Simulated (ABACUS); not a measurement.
# Band-structure run of MoSe2 (part 2 of 3)

Continued. System: MoSe2 (P6₃/mmc, 6 atoms in the cell). Method: Kohn-Sham DFT of a periodic cell, LDA, PseudoDojo NC SR 0.4.1 LDA stringent, no spin polarisation (ABACUS 3.10.1); cutoff 1428.6 eV, 7×7×2 k-mesh, fermi-dirac of 0.05 eV. The structure derives from an entry of the Crystallography Open Database.

Geometry of the input (Å; fractional positions):
```
3.2880  0.0000  0.0000
-1.6440  2.8475  0.0000
0.0000  0.0000  12.9000
Mo 0.6667  0.3333  0.7500
Mo 0.3333  0.6667  0.2500
Se 0.6667  0.3333  0.3750
Se 0.3333  0.6667  0.8750
Se 0.6667  0.3333  0.1250
Se 0.3333  0.6667  0.6250
```

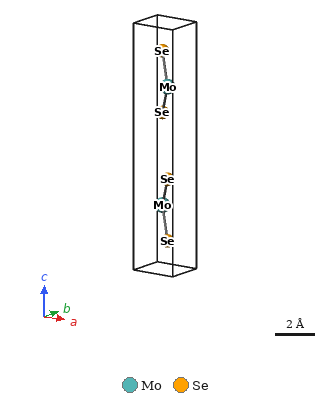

**Figure 1.** The input geometry (ball-and-stick view of the cell of the calculation, seen slightly off an axis). An atom can appear more than once, as a periodic image.

Log, continued:
```
----------------------------------------------------------

 PW ALGORITHM --------------- ION=   1  ELEC=   2--------------------------------

 Density error is 3.42203180781
                          Error Threshold = 0.000562409719012
----------------------------------------------------------
     Energy           Rydberg                 eV
----------------------------------------------------------
 E_KohnSham     -3013.0157504693     -40994.1823701282
 E_Harris       -3015.4079483253     -41026.7298917141
 E_Fermi        0.9293041474         12.6438315801
----------------------------------------------------------

 PW ALGORITHM --------------- ION=   1  ELEC=   3--------------------------------

 Density error is 0.125945990121
                          Error Threshold = 0.000562409719012
----------------------------------------------------------
     Energy           Rydberg                 eV
----------------------------------------------------------
 E_KohnSham     -3013.5420225438     -41001.3426690395
 E_Harris       -3013.6608684841     -41002.9596510129
 E_Fermi        1.0310375121         14.0279850161
----------------------------------------------------------

 PW ALGORITHM --------------- ION=   1  ELEC=   4--------------------------------

 Density error is 0.00137146500747
                          Error Threshold = 0.000101569346872
----------------------------------------------------------
     Energy           Rydberg                 eV
----------------------------------------------------------
 E_KohnSham     -3013.5540821731     -41001.5067487147
 E_Harris       -3013.4081619314     -40999.5214019738
 E_Fermi        1.0171092015         13.8384806289
----------------------------------------------------------

 PW ALGORITHM --------------- ION=   1  ELEC=   5--------------------------------

 Density error is 0.000171491387495
                          Error Threshold = 1.10602016731e-06
----------------------------------------------------------
     Energy           Rydberg                 eV
----------------------------------------------------------
 E_KohnSham     -3013.5543980640     -41001.5110466302
 E_Harris       -3013.4847691453     -41000.5636965901
 E_Fermi        1.0149581544         13.8092141320
----------------------------------------------------------

 PW ALGORITHM --------------- ION=   1  ELEC=   6--------------------------------

 Density error is 9.45953347051e-07
                          Error Threshold = 1.38299506044e-07
----------------------------------------------------------
     Energy           Rydberg                 eV
----------------------------------------------------------
 E_KohnSham     -3013.5544231175     -41001.5113875005
 E_Harris       -3013.5620306126     -41001.6148927814
 E_Fermi        1.0156870712         13.8191315530
----------------------------------------------------------

 PW ALGORITHM --------------- ION=   1  ELEC=   7--------------------------------

 Density error is 7.74480474738e-08
                          Error Threshold = 7.62865602461e-10
----------------------------------------------------------
     Energy           Rydberg                 eV
----------------------------------------------------------
 E_KohnSham     -3013.5544237427     -41001.5113960069
 E_Harris       -3013.5518513123     -41001.4763962959
 E_Fermi        1.0156565935         13.8187168827
----------------------------------------------------------

 PW ALGORITHM --------------- ION=   1  ELEC=   8--------------------------------

 Density error is 4.86466190272e-08
                          Error Threshold = 6.24581028014e-11
----------------------------------------------------------
     Energy           Rydberg                 eV
----------------------------------------------------------
 E_KohnSham     -3013.5544237326     -41001.5113958701
 E_Harris       -3013.5551336504     -41001.5210547969
 E_Fermi        1.0156663576         13.8188497302
----------------------------------------------------------

 PW ALGORITHM --------------- ION=   1  ELEC=   9--------------------------------

 Density error is 1.06130950477e-09
                          Error Threshold = 3.92311443768e-11
----------------------------------------------------------
     Energy           Rydberg                 eV
----------------------------------------------------------
 E_KohnSham     -3013.5544237396     -41001.5113959648
 E_KS(sigma->0) -3013.5544235317     -41001.5113931364
 E_Harris       -3013.5541670081     -41001.5079029532
 E_band         -464.6293236403      -6321.6062593948
 E_one_elec     -2476.6714464583     -33696.8437457341
 E_Hartree      1163.5651418943      15831.1159239409
 E_xc           -299.9818352244      -4081.4622555489
 E_Ewald        -1400.4662835355     -19054.3213129659
 E_entropy(-TS) -0.0000004158        -0.0000056567
 E_descf        0.0000000000         0.0000000000
 E_exx          0.0000000000         0.0000000000
 E_Fermi        1.0156557335         13.8187051821
----------------------------------------------------------

 charge density convergence is achieved
 final etot is -41001.511396 eV
 EFERMI = 13.818705182 eV
The vacuum level is 17.743627837 eV

 STATE ENERGY(eV) AND OCCUPATIONS    NSPIN == 1
 1/16 kpoint (Cartesian) = 0.0000 0.0000 0.0000 (3695 pws)
       1       -193.828      0.0204082
       2       -193.828      0.0204082
       3       -193.828      0.0204082
       4       -193.828      0.0204082
       5       -133.898      0.0204082
       6       -133.898      0.0204082
       7       -133.898      0.0204082
       8       -133.898      0.0204082
       9       -133.898      0.0204082
      10       -133.898      0.0204082
      11       -133.898      0.0204082
      12       -133.898      0.0204082
      13       -133.845      0.0204082
      14       -133.845      0.0204082
      15       -133.845      0.0204082
      16       -133.845      0.0204082
      17       -47.7580      0.0204082
      18       -47.7580      0.0204082
      19       -34.6364      0.0204082
      20       -34.6364      0.0204082
      21       -34.6363      0.0204082
      22       -34.6363      0.0204082
      23       -34.6358      0.0204082
      24       -34.6358      0.0204082
      25       -34.6358      0.0204082
      26       -34.6358      0.0204082
      27       -34.5924      0.0204082
      28       -34.5924      0.0204082
      29       -34.5922      0.0204082
      30       -34.5922      0.0204082
      31       -34.5910      0.0204082
      32       -34.5910      0.0204082
      33       -34.5908      0.0204082
      34       -34.5908      0.0204082
      35       -34.5750      0.0204082
      36       -34.5748      0.0204082
      37       -34.5718      0.0204082
      38       -34.5715      0.0204082
      39       -21.9941      0.0204082
      40       -21.9941      0.0204082
      41       -21.8058      0.0204082
      42       -21.8058      0.0204082
      43       -21.8058      0.0204082
      44       -21.8058      0.0204082
      45       -1.71807      0.0204082
      46       -1.48351      0.0204082
      47      -0.612025      0.0204082
      48      -0.237857      0.0204082
      49        6.71659      0.0204082
      50        7.75225      0.0204082
      51        10.0417      0.0204082
      52        10.4582      0.0204082
      53        10.4582      0.0204082
      54        10.4708      0.0204082
      55        10.4708      0.0204082
      56        11.5279      0.0204082
      57        11.5279      0.0204082
      58        11.5669      0.0204082
      59        11.5669      0.0204082
      60        12.2913      0.0204082
      61        12.5372      0.0204082
      62        13.4020      0.0204033
      63        15.7989    1.28723e-19
      64        15.7989    1.28723e-19
      65        15.8494    4.69312e-20
      66        15.8494    4.69312e-20
      67        16.0815    4.52168e-22
      68        16.0815    4.52168e-22
      69        16.2573    1.34417e-23
      70        16.2573    1.34417e-23
      71        18.4365    1.58619e-42
      72        18.8925    1.73623e-46
      73        21.1912    1.87473e-66
      74        21.3848    3.90345e-68
      75        21.5803    7.83102e-70
      76        23.0798    7.38996e-83
      77        23.6078    1.91802e-87
      78        23.6078    1.91802e-87
      79        24.0756        0.00000
      80        24.0756        0.00000
      81        24.8714        0.00000

 2/16 kpoint (Cartesian) = -0.14286 0.082479 0.0000 (3689 pws)
       1       -193.828       0.122449
       2       -193.828       0.122449
       3       -193.828       0.122449
       4       -193.828       0.122449
       5       -133.898       0.122449
       6       -133.898       0.122449
       7       -133.898       0.122449
       8       -133.898       0.122449
       9       -133.898       0.122449
      10       -133.898       0.122449
      11       -133.898       0.122449
      12       -133.898       0.122449
      13       -133.845       0.122449
      14       -133.845       0.122449
      15       -133.845       0.122449
      16       -133.845       0.122449
      17       -47.7533       0.122449
      18       -47.7533       0.122449
      19       -34.6361       0.122449
      20       -34.6361       0.122449
      21       -34.6359       0.122449
      22       -34.6359       0.122449
      23       -34.6355       0.122449
      24       -34.6355       0.122449
      25       -34.6350       0.122449
      26       -34.6350       0.122449
      27       -34.5925       0.122449
      28       -34.5924       0.122449
      29       -34.5923       0.122449
      30       -34.5922       0.122449
      31       -34.5915       0.122449
      32       -34.5913       0.122449
      33       -34.5911       0.122449
      34       -34.5909       0.122449
      35       -34.5746       0.122449
      36       -34.5744       0.122449
      37       -34.5713       0.122449
      38       -34.5711       0.122449
      39       -21.9819       0.122449
      40       -21.9819       0.122449
      41       -21.8599       0.122449
      42       -21.8599       0.122449
      43       -21.8179       0.122449
      44       -21.8179       0.122449
      45       -1.43484       0.122449
      46       -1.20594       0.122449
      47      -0.458324       0.122449
      48      -0.113470       0.122449
      49        7.04594       0.122449
      50        8.06664       0.122449
      51        9.61919       0.122449
      52        9.80061       0.122449
      53        9.84581       0.122449
      54        10.6352       0.122449
      55        10.7374       0.122449
      56        10.7651       0.122449
      57        11.1008       0.122449
      58        11.1526       0.122449
      59        11.6274       0.122449
      60        12.2956       0.122449
      61        12.6664       0.122449
      62        12.8863       0.122449
      63        15.1589    2.80273e-13
      64        15.2799    2.49021e-14
      65        15.5252    1.84341e-16
      66        15.6373    1.95697e-17
      67        15.6466    1.62581e-17
      68        15.8724    1.77740e-19
      69        16.1643    5.17627e-22
      70        16.3119    2.70790e-23
      71        19.7180    7.03803e-53
      72        20.1534    1.16234e-56
      73        21.6315    1.68766e-69
      74        22.3008    2.58964e-75
      75        22.6601    1.96178e-78
      76        22.8954    1.77214e-80
      77        23.0037    2.03377e-81
      78        23.1989    4.10020e-83
      79        23.8162    1.78318e-88
      80        24.4601        0.00000
      81        24.4881        0.00000

 3/16 kpoint (Cartesian) = -0.28571 0.16496 0.0000 (3709 pws)
       1       -193.828       0.122449
       2       -193.828       0.122449
       3       -193.828       0.122449
       4       -193.828       0.122449
       5       -133.898       0.122449
       6       -133.898       0.122449
       7       -133.898       0.122449
       8       -133.898       0.122449
       9       -133.898       0.122449
      10       -133.898       0.122449
      11       -133.898       0.122449
      12       -133.898       0.122449
      13       -133.845       0.122449
      14       -133.845       0.122449
      15       -133.845       0.122449
      16       -133.845       0.122449
      17       -47.7429       0.122449
      18       -47.7429       0.122449
      19       -34.6362       0.122449
      20       -34.6362       0.122449
      21       -34.6356       0.122449
      22       -34.6356       0.122449
      23       -34.6335       0.122449
      24       -34.6335       0.122449
      25       -34.6331       0.122449
      26       -34.6331       0.122449
      27       -34.5929       0.122449
      28       -34.5926       0.122449
      29       -34.5925       0.122449
      30       -34.5924       0.122449
      31       -34.5923       0.122449
      32       -34.5922       0.122449
      33       -34.5913       0.122449
      34       -34.5910       0.122449
      35       -34.5737       0.122449
      36       -34.5736       0.122449
      37       -34.5703       0.122449
      38       -34.5702       0.122449
      39       -21.9799       0.122449
      40       -21.9799       0.122449
      41       -21.9544       0.122449
      42       -21.9544       0.122449
      43       -21.8451       0.122449
      44       -21.8451       0.122449
      45      -0.705875       0.122449
      46      -0.506455       0.122449
      47     -0.0640242       0.122449
      48       0.194005       0.122449
      49        7.57053       0.122449
      50        8.16890       0.122449
      51        8.72931       0.122449
      52        8.77803       0.122449
      53        9.19083       0.122449
      54        9.25908       0.122449
      55        10.3713       0.122449
      56        10.4399       0.122449
      57        11.1710       0.122449
      58        11.4012       0.122449
      59        11.4820       0.122449
      60        11.8411       0.122449
      61        11.8680       0.122449
      62        12.0025       0.122449
      63        14.5394    6.73650e-08
      64        14.9967    7.18046e-12
      65        15.1978    1.28737e-13
      66        15.4008    2.21989e-15
      67        15.4351    1.11705e-15
      68        16.3583    1.07004e-23
```
